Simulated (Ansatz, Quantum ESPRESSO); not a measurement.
# Evanescent states of KCl, rock salt type, lattice constant set to 6.252 Å, part 4 of 4

Wanted: the complex band structure of KCl, rock salt type, lattice constant set to 6.252 Å, as for a tunnel barrier.

Quantum ESPRESSO 7.5; plane-wave DFT, PBE, GBRV ultrasoft pseudopotentials; cross-check by Ansatz 0.2.0 with PAW datasets.

So far. Step 2 (Ground state): The run needed 11 iterations to bring the estimated error under 1e-09 Ry.

The structure was built from a prototype and need not be the compound's stable phase.

## Step 6: The same in Ansatz

As a check, the same structure is run in Ansatz.

Level of this step: plane-wave DFT, PBE, Ansatz PAW (Ansatz 0.2.0).

Input file input.yaml:

```yaml
crystal:
  lattice:
    - [4.420831596, 0.0, 0.0]
    - [0.0, 4.420831596, 0.0]
    - [0.0, 0.0, 6.252]
  atoms:
    - { symbol: K, position: [0.0, 0.0, 0.0] }
    - { symbol: Cl, position: [0.5, 0.5, 0.0] }
    - { symbol: K, position: [0.5, 0.5, 0.5] }
    - { symbol: Cl, position: [0.0, 0.0, 0.5] }
kpoints:
  mp_grid: { grid: [6, 6, 4] }
hamiltonian:
  xc: pbe
scf:
  occupations: { method: fixed }
  convergence: { dr2_threshold: 1.0e-09 }
output:
  transmission:
    leads: [[0, 0]]
    kpoints: [[0, 0], [0.5, 0], [0.5, 0.5], [0.25, 0]]
    e_range: [-2.07, 6.9]
    de: 0.23
```

The run is started by

```console
$ ansatz run input.yaml --threads 2 --pin off --max-ram 4096MiB --backend cpu --events-out ev --progress --plain --runs-dir out
```

Numbers of over 12 decimals in the logs are rounded to 6 here.

Log:

```text
Engine: ansatz 0.2.0, x86_64-unknown-linux-gnu
Pseudopotentials: kind: paw
Pseudopotential: K, paw, valence charge 9, recommended cutoff 420 eV (normal), K.paw.azcp
Pseudopotential: Cl, paw, valence charge 7, recommended cutoff 420 eV (normal), Cl.paw.azcp
Functional definition: PBE
  parameter kappa = 0.804
  parameter beta = 0.066725
  exchange = pbe_x(kappa = kappa, mu = beta*pi^2/3)
  correlation = pbe_c(beta = beta)
Crystal: 4 atoms, lattice volume = 122.188 Å³
Basis set: ecut = 420 eV, 2429 PW (Γ)
Bands: 20, of which v1, the nominal top of the filled ones, is band 16 counted from 1 (15 counted from 0)
Symmetry: 32 space group operations
Space group: Fm-3m (ITA 225), of the structure as read, at distance tolerance 5.0e-5 Å
k-points: 30 of 144
Non-local potential: K, projectors of the file, l = 0: 3, l = 1: 2, l = 2: 2
Non-local potential: Cl, projectors of the file, l = 0: 2, l = 1: 2, l = 2: 2
PAW form: soft (Blöchl's): semilocal exchange-correlation on the pseudo side does not see the compensation charge
PAW one-centre angular grid: K, 110 points (default); XC on 64 Gauss nodes
PAW one-centre angular grid: Cl, 110 points (default); XC on 64 Gauss nodes
Initial density: superposition of atomic densities (neutral atoms: chi_scale 0, normalization atom), corrected by the library's trained network
Initial wavefunctions: pseudopotential atomic-orbital guess
Functional: x = pbe(κ = 0.804, μ = 0.219515), c = pbe(β = 0.066725)
SCF iter   1: F=—  HF=-5242.427176 eV  |F-HF|=—  |Δ(HF+E_count)|=         —  Δρ=2.21e-4  dr2=4.20e-5  ethr=1.77e-3  ⟨swp⟩=4.8  Hψ=2547  notcnv=0  defer=56
preconditioner: auto → Resta (q_TF=auto, 2.182 Å⁻¹)  ε∞=2.6  [insulator: Δε(μ)=5.251 eV  Ē_g=14.215 eV  n_scr=20 (ndim 8)  ℏωp=17.8 eV  f_vac=0.083  ε∞_Penn≈2.6]
SCF iter   2: F=—  HF=-5242.425755 eV  |F-HF|=—  |Δ(HF+E_count)|=   1.42e-3  Δρ=1.78e-4  dr2=5.52e-5  ethr=1.31e-7  ⟨swp⟩=3.4  Hψ=1692  notcnv=0  defer=59
SCF iter   3: F=—  HF=-5242.425744 eV  |F-HF|=—  |Δ(HF+E_count)|=   1.11e-5  Δρ=7.68e-5  dr2=8.54e-6  ethr=1.31e-7  ⟨swp⟩=2.0  Hψ=785  notcnv=0  defer=46
SCF iter   4: F=—  HF=-5242.425745 eV  |F-HF|=—  |Δ(HF+E_count)|=   1.01e-6  Δρ=2.01e-5  dr2=3.02e-7  ethr=2.67e-8  ⟨swp⟩=2.3  Hψ=984  notcnv=0  defer=24
SCF iter   5: F=—  HF=-5242.425745 eV  |F-HF|=—  |Δ(HF+E_count)|=   5.04e-7  Δρ=7.47e-6  dr2=6.67e-8  ethr=9.45e-10  ⟨swp⟩=2.3  Hψ=873  notcnv=0  defer=14
SCF iter   6: F=—  HF=-5242.425745 eV  |F-HF|=—  |Δ(HF+E_count)|=   1.83e-8  Δρ=9.59e-7  dr2=1.28e-9  ethr=2.08e-10  ⟨swp⟩=3.0  Hψ=1080  notcnv=0  defer=14
SCF iter   7: F=-5242.425745 eV  HF=-5242.425745 eV  |F-HF|=2.73e-12  |Δ(HF+E_count)|=  3.92e-10  Δρ=4.12e-8  dr2=1.76e-12  ethr=3.13e-12  ⟨swp⟩=5.7  Hψ=2294  notcnv=0
SCF 1 converged in 7 iterations: F = -5242.425745 eV  dr2 = 1.76e-12
  greatest PAW one-centre occupation: 0.987 electrons in one spin orbital (limit 2), on the K atom at site 2 (counted from 0), in its partial waves of l = 0
transmission: 8 of 32 steps passed
transmission: 16 of 32 steps passed
transmission: 24 of 32 steps passed
transmission: 32 of 32 steps passed
SCF converged after 7 iterations
Free energy (F): -5242.425745 eV
Harris-Foulkes:  -5242.425745 eV  (|F-HF|=2.73e-12)
Internal energy: -5242.425745 eV  (E = F + TS)
E sigma→0 (E₀):  -5242.425745 eV
Fermi energy:    0.985974 eV
--- Per-component energies (eV) ---
  E_band       = -258.362990
  E_kinetic    = 833.084003
  E_local      = -1653.587869  (includes V_loc(G=0)·N_el)
  E_nonlocal   = 82.168111
  E_hartree    = 554.046354
  E_xc         = -486.708857
  E_vxc        = -576.538882  (∫ρ·V_xc dr)
  E_paw        = -2882.398042  (= ΣΔE_a)
  E_vpaw       = -51.581251  (= ΣTr[D̂ρ^β])
  E_aug_tail   = 0.000173  (compensation charges beyond the density's cutoff)
  E_ewald      = -1689.029617
  E_smearing   = -0.000000  (= −TS)
  E_closure    = -0.000000  (closes the sum)
  Σ components = -5242.425745   (vs F -5242.425745, Δ=0.00e0)
--- Band table (eV; the first three rows and the last of 30) ---
  k-point 0: bands = [... 12 lower, 0.7592, 0.9860, 0.9860, 0.9860, 6.2435, 7.4959, 9.3590, 9.3590]
  k-point 1: bands = [... 12 lower, 0.7834, 0.7834, 0.9427, 0.9427, 6.7201, 7.6851, 8.7916, 8.9440]
  k-point 2: bands = [... 12 lower, 0.8537, 0.8537, 0.8537, 0.8537, 7.7147, 7.7147, 8.2196, 8.2196]
  k-point 29: bands = [... 12 lower, 0.5037, 0.5037, 0.5037, 0.5037, 9.0425, 9.0425, 9.0425, 9.0425]
--- Transmission ---
  basis      : 177 plane waves across, 8 finite elements along
  points     : 4, as listed
  energies   : 40 from -2.070000 to 6.900000 eV about the Fermi level, 0.230000 eV apart; the leads are filled to 2.628768 eV, and channels, transmission and decay are at 2.530000 eV
  crystal 0  : K2Cl2, at the sites [0, 0], period 6.2520 Å: whole cells are its period
    offset         : up to 0.0000 Å between an atom of the period and one for which it stands
    channels       : 0.000000e0 a spin
    conductance    : none, the energies end too early or step too widely for 300 K: set another output.transmission.e_range or a lower de, or, where they end at an eighth of basis.ecutwfc, a higher one
    slowest decay  : 0.3826 /Å at (0.0000, 0.0000)
```

Wall time 38 s (2 threads of AMD EPYC 7R43, shared host); peak memory 0.56 GiB.

Read from the output:

```
free energy                                      : -5242.4257 eV
gap by band count                                : 5.258 eV
symmetry operations                              : 32
slowest decay at the grid energy nearest mid-gap : 0.3826 Å⁻¹
peak of the smallest κ at the zone centre        : 0.3829 Å⁻¹
peak of the smallest κ at (1/2, 1/2)             : 0.5055 Å⁻¹
peak of the smallest κ at (1/4, 0)               : 0.4526 Å⁻¹
valence top, on the run's zero                   : 0.9860 eV
```

K across = (0, 0) in the cell's reciprocal vectors; values within 0.0025 1/Å of each other count once, columns are sorted by size at each energy, a dash where no further value was kept. Table of Im kz of the slowest decaying states by energy, zero at the highest filled level of the SCF mesh:

```tsv
energy (eV)	decay 1 (Å⁻¹)	decay 2 (Å⁻¹)	decay 3 (Å⁻¹)
-2.07	0.523	1.12	-
-1.38	0.414	1.01	1.50
-0.69	0.853	1.44	1.47
0.00	4.4e-4	0.444	0.952
0.69	0.294	0.521	0.633
1.38	0.358	0.558	0.717
2.07	0.381	0.577	0.743
2.76	0.38	0.585	0.742
3.45	0.358	0.583	0.725
4.14	0.310	0.575	0.695
4.83	0.210	0.560	0.654
5.52	0.538	0.558	0.601
6.21	0.312	0.510	0.536
6.90	0.451	0.475	0.551
```

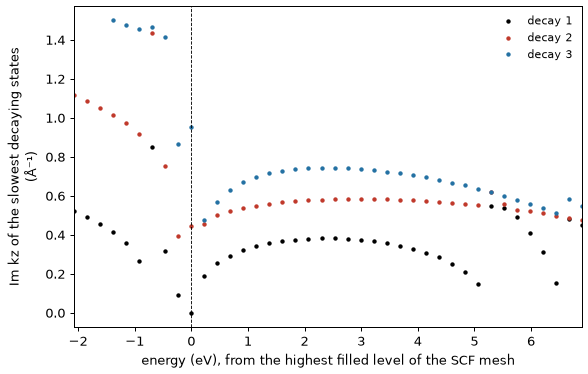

Im kz of the slowest decaying states, plotted against energy.

K across = (0, 0) in the cell's reciprocal vectors. The Re kz of states that move upwards by energy, zero at the highest filled level of the SCF mesh:

```tsv
energy (eV)	channel 1 (Å⁻¹)	channel 2 (Å⁻¹)
-2.07	-	-
-1.61	-	-
-0.92	-	-
-0.46	-0.355	-
0.00	-	-
0.46	-	-
1.15	-	-
1.61	-	-
2.07	-	-
2.76	-	-
3.22	-	-
3.68	-	-
4.37	-	-
4.83	-	-
5.29	0.0617	-
5.75	0.256	-
6.44	0.434	-
6.90	-0.463	0.363
```

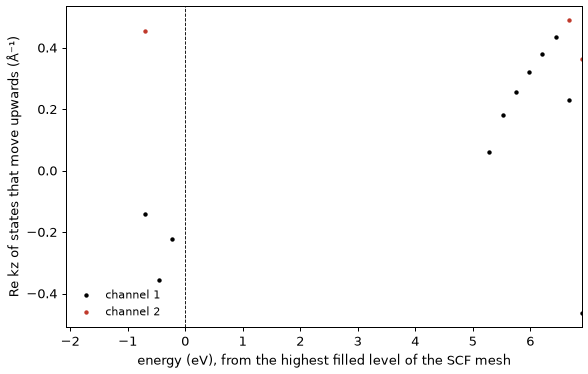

Re kz of states that move upwards against energy.

K across = (1/2, 0) in the cell's reciprocal vectors; values within 0.0025 1/Å of each other count once, columns are sorted by size at each energy, a dash where no further value was kept. The Im kz of the slowest decaying states by energy, zero at the highest filled level of the SCF mesh:

```tsv
energy (eV)	decay 1 (Å⁻¹)	decay 2 (Å⁻¹)	decay 3 (Å⁻¹)
-2.07	0.484	1.03	1.07
-1.38	0.312	0.915	0.959
-0.69	0.222	0.716	0.754
0.00	0.446	0.640	0.708
0.69	0.501	0.794	0.850
1.38	0.534	0.837	0.893
2.07	0.551	0.847	0.904
2.76	0.558	0.840	0.899
3.45	0.556	0.820	0.883
4.14	0.547	0.790	0.858
4.83	0.532	0.749	0.825
5.52	0.514	0.693	0.785
6.21	0.499	0.607	0.736
6.90	0.477	0.677	0.81
```

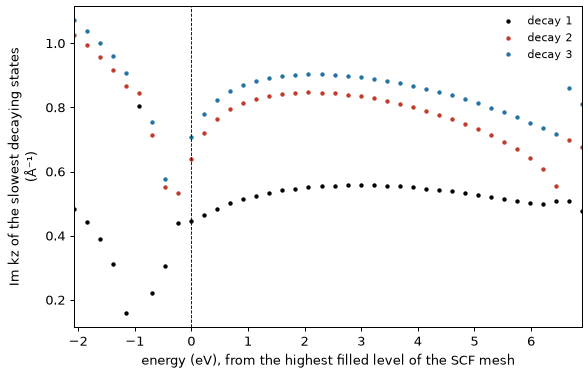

Im kz of the slowest decaying states, plotted against energy.

K across = (1/2, 1/2) in the cell's reciprocal vectors; values within 0.0025 1/Å of each other count once, columns are sorted by size at each energy, a dash where no further value was kept. Table of Im kz of the slowest decaying states by energy, zero at the highest filled level of the SCF mesh:

```tsv
energy (eV)	decay 1 (Å⁻¹)	decay 2 (Å⁻¹)	decay 3 (Å⁻¹)
-2.07	0.543	1.06	-
-1.61	0.486	0.986	-
-0.92	0.341	0.575	1.02
-0.46	1.11	-	-
0.00	0.251	0.349	1.15
0.46	0.373	0.510	1.18
1.15	0.450	0.592	1.19
1.61	0.477	0.610	1.20
2.07	0.493	0.614	1.19
2.76	0.504	0.600	1.19
3.22	0.505	0.581	1.18
3.68	0.502	0.554	1.17
4.37	0.490	0.500	1.15
4.83	0.453	0.477	1.13
5.29	0.394	0.460	1.11
5.75	0.318	0.438	1.09
6.44	0.0992	0.396	1.05
6.90	0.360	0.977	1.03
```

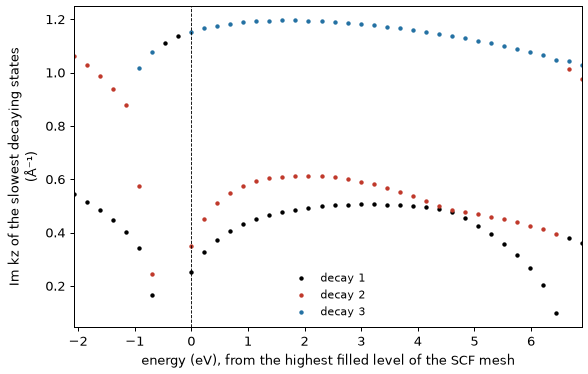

Im kz of the slowest decaying states against energy.

K across = (1/4, 0) in the cell's reciprocal vectors; values within 0.0025 1/Å of each other count once, columns are sorted by size at each energy, a dash where no further value was kept. The Im kz of the slowest decaying states by energy, zero at the highest filled level of the SCF mesh:

```tsv
energy (eV)	decay 1 (Å⁻¹)	decay 2 (Å⁻¹)	decay 3 (Å⁻¹)
-2.07	0.506	1.07	1.09
-1.61	0.432	1.00	1.03
-0.92	0.160	0.863	0.883
-0.46	0.680	0.690	-
0.00	0.195	0.436	0.474
0.46	0.342	0.526	0.649
1.15	0.413	0.559	0.735
1.61	0.436	0.573	0.756
2.07	0.448	0.581	0.763
2.76	0.452	0.587	0.756
3.22	0.447	0.586	0.742
3.68	0.435	0.582	0.723
4.37	0.403	0.570	0.685
4.83	0.370	0.559	0.653
5.29	0.319	0.545	0.615
5.75	0.236	0.528	0.571
6.44	0.491	0.496	0.569
6.90	0.400	0.427	0.471
```

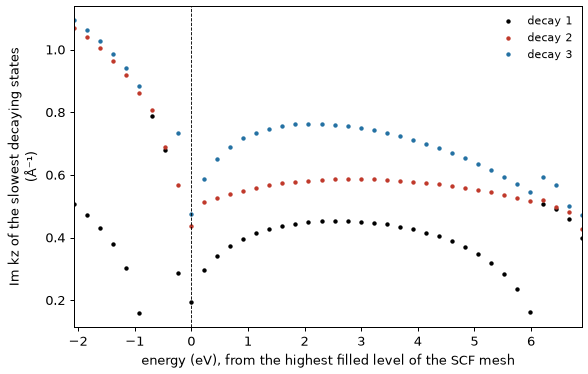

Im kz of the slowest decaying states, plotted against energy.

## Step 7: By hand

T falls as exp(−2κd). With κ = 0.382 1/Å, 10 Å of barrier pass exp(−2 × 0.382 × 10) = 4.8e-4 of that channel, interfaces aside.

## Step 8: Outcome

| Quantity | Value |
| --- | --- |
| gap on the SCF mesh | 5.26 eV |
| smallest κ at mid-gap among the four k points, at the zone centre | 0.382 Å⁻¹ |
| peak of the smallest κ in the stop band at the zone centre | 0.383 Å⁻¹ |
| peak of the smallest κ in the stop band at (1/2, 1/2) | 0.506 Å⁻¹ |
| peak of the smallest κ in the stop band at (1/4, 0) | 0.453 Å⁻¹ |
| energy of the peak at the zone centre, over the highest filled level | 2.30 eV |
| peak at the zone centre by Ansatz | 0.383 Å⁻¹ |

**Reading.** With a gap of 5.26 eV on the mesh, the smallest κ at mid-gap among the four k points, at the zone centre is 0.382 Å⁻¹ (PBE, GBRV ultrasoft). For a barrier with the Fermi level at mid-gap the slowest state found, at the zone centre, loses a factor of ten in probability every 3.0 Å or so. Stop bands away from the zone centre are mostly wider than the gap, so their peaks can lie above the conduction bottom. At the zone centre pwcond's peak is 0.383 and Ansatz's 0.383 1/Å, 0 % apart. The cell is the a/√2 one, turned by 45°, with two primitive cells, so X along [001] folds onto kz = 0. A semilocal gap is too small, often by a third to a half and by more in narrow-gap crystals, so real barriers decay faster.

[Logs are printed without paths, hosts, clocks, repeated set-up lines and the standing remarks that a program may print on its own settings, such as how far it seeks lower states.]

[Hosts, paths, dates, database ids (printed as entryN), source tags and the programs' standing remarks are cut or masked in the printed files.]

[Maps of the electrostatic potential energy from Ansatz leave out the sawtooth potential of an applied field or a dipole correction, so their vacuum need not be flat; planar profiles and work functions include it.]
